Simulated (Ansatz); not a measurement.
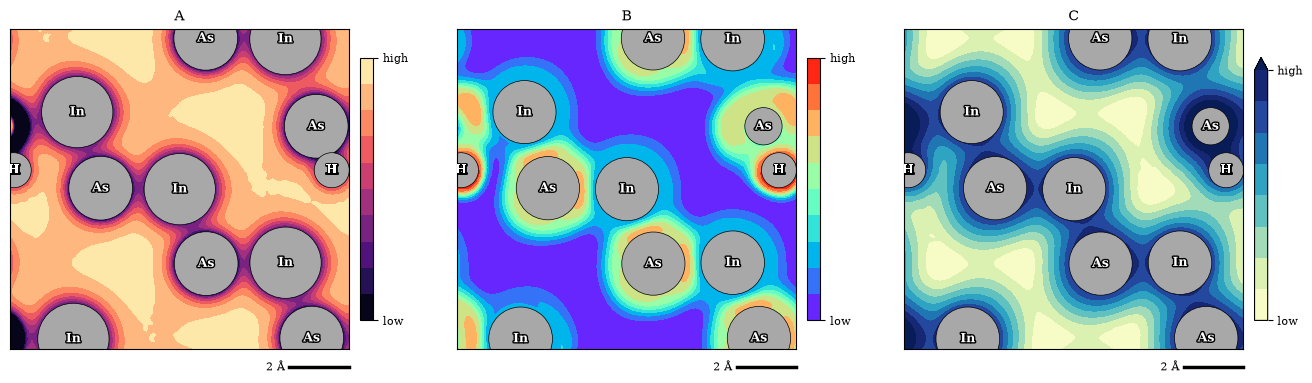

In16As16H (cell with a defect): 3 fields on the (100) plane of the calculation cell, with unlabelled colour scales. Grey discs cover the atomic cores.

Computed without spin polarisation.

Level of theory: DFT PBE, scalar-relativistic, plane waves, PAW in Ansatz 0.2.0.

```
In As H
1.0
     6.18840   -6.18840    6.18840
     6.18840    6.18840   -6.18840
    -6.18840    6.18840    6.18840
In As H
16 16 1
Direct
  0.99911 0.50001 0.75057
  0.24909 0.24998 0.74541
  0.49913 0.99999 0.75057
  0.74913 0.50000 0.00057
  0.74821 0.74909 0.74388
  0.00095 0.24999 0.99951
  0.24911 0.00184 0.99951
  0.49728 0.49817 0.24766
  0.49911 0.75001 0.00057
  0.75001 0.24999 0.24477
  0.98479 0.98567 0.23745
  0.24912 0.51429 0.50174
  0.24911 0.75089 0.24477
  0.51340 0.25000 0.50173
  0.74908 0.99998 0.50056
  0.99910 0.74996 0.50056
  0.99566 0.49935 0.49937
  0.24910 0.24998 0.45458
  0.49846 0.99654 0.49937
  0.75193 0.50345 0.75282
  0.74794 0.74883 0.49529
  0.99953 0.25000 0.74796
  0.24911 0.00042 0.74796
  0.49867 0.49955 0.99750
  0.50256 0.75282 0.75283
  0.75029 0.25000 0.99645
  0.99578 0.99667 0.99476
  0.24912 0.50332 0.24807
  0.24911 0.75117 0.99646
  0.50244 0.25000 0.24806
  0.74628 0.00063 0.25001
  0.99975 0.74717 0.25002
  0.24904 0.24993 0.30794
```

### Match the panels to the quantities (electron localisation function, electrostatic potential energy of an electron and valence pseudo-density).

Panel A: electrostatic potential energy of an electron (low next to the atoms, rising into the space between them). Panel B: electron localisation function. Panel C: valence pseudo-density. From the grid: In–As (2.68 Å): ρ at the midpoint is about 0.37 e/Å³; the ELF is about 0.55 at the midpoint.
